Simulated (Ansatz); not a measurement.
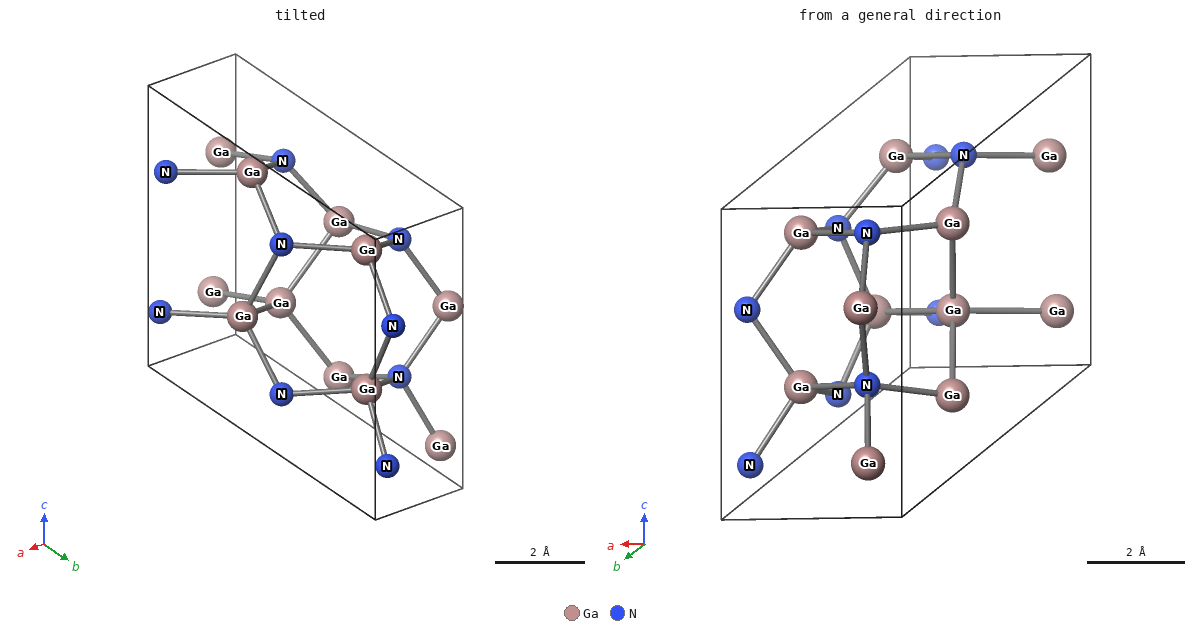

View slightly off an axis and from a general direction, drawn as a ball-and-stick model. The lines enclose the supercell; boundary atoms appear with their images. The host is GaN, in a cell of 16 sites, and the cell is neutral.

> What kind of defect was put in?

Gallium on a nitrogen site (an antisite). It is bonded to four Ga in a distorted tetrahedral arrangement at about 2.3 Å.

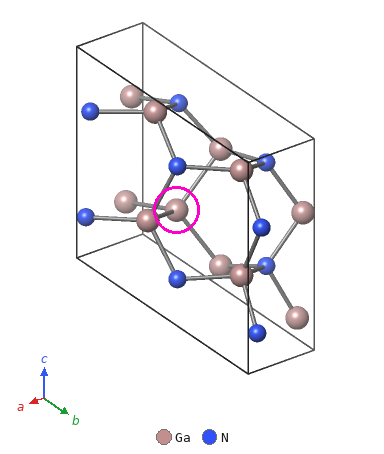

The same cell with a ring at the defect's site.

The atoms were relaxed in the host's cell with DFT PBE, scalar-relativistic, plane waves, PAW (Ansatz).
